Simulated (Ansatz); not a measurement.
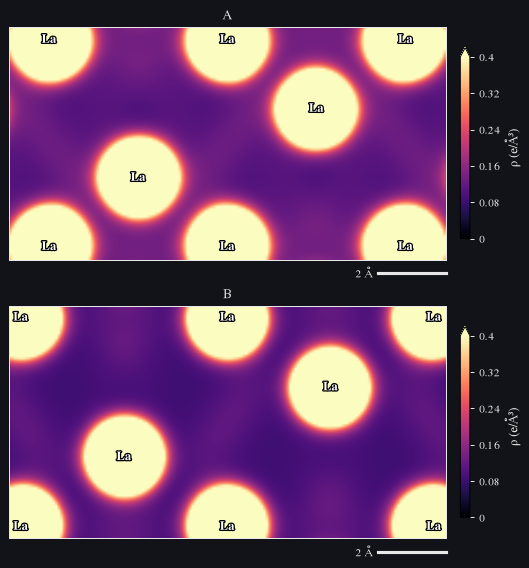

La. The valence electron density of two cells that differ in size and shape, on the (110) plane of each (indices in the axes of the calculation cell), at one length scale and on one colour scale; one has 28.9 and the other 34.2 Å³ an atom.

Level of theory: DFT PBEsol, scalar-relativistic, plane waves, PAW in Ansatz 0.2.0.

The larger cell:

```
La
1.0
     3.58800    0.00000    0.00000
    -1.79400    3.10730    0.00000
     0.00000    0.00000   12.27300
La
4
Direct
  0.00000 0.00000 0.00000
  0.00000 0.00000 0.50000
  0.33333 0.66667 0.25000
  0.66667 0.33333 0.75000
```

The smaller cell: a = 3.551 Å, b = 3.551 Å, c = 10.587 Å, α = 90.00°, β = 90.00°, γ = 120.00°.

Which is the denser cell? Describe the effect of the change.

Panel A is the smaller cell, by 15 % in volume. From the larger cell to the smaller, La–La goes from 3.70 to 3.35 Å, and the density at its midpoint from 0.1 to 0.16 e/Å³; the pressure goes from 0.0 to 6 GPa.
